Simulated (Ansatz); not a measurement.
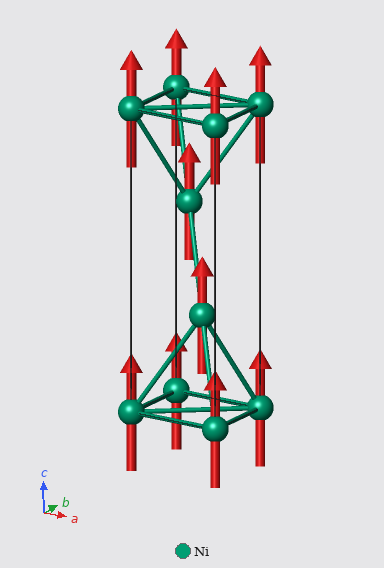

The figure gives a ball-and-stick picture of the atoms, viewed slightly off an axis. The lines enclose the cell (the run's own, in a reduced setting); boundary atoms appear with their images. Arrows are the site magnetic moments above 0.25 μB; longer means larger, and red and blue are up and down (without spin-orbit coupling the axis itself is arbitrary).

This is the state reached for Ni. Theory: DFT PBE, scalar-relativistic, plane waves, PAW in Ansatz. Numerical settings: E_cut = 420 eV, k-points about 0.36 Å⁻¹ apart, Gaussian smearing of 0.1 eV, collinear spins.

Q: What is the magnetic arrangement?

A: Ferromagnetic (within this cell). Site moments: 3 Ni +0.7 μB. The net spin moment of the whole cell is 1.9 μB.

The initial geometry was a structure listed in the Materials Project. The cell was then strained or its atoms displaced on purpose. It was the input of a calculation with Ansatz.

At this level of theory the cell isn't at rest (compressed, at 6 GPa), so its distances can differ from those at equilibrium, the more so the softer the solid, and its magnetic state may change on relaxation.
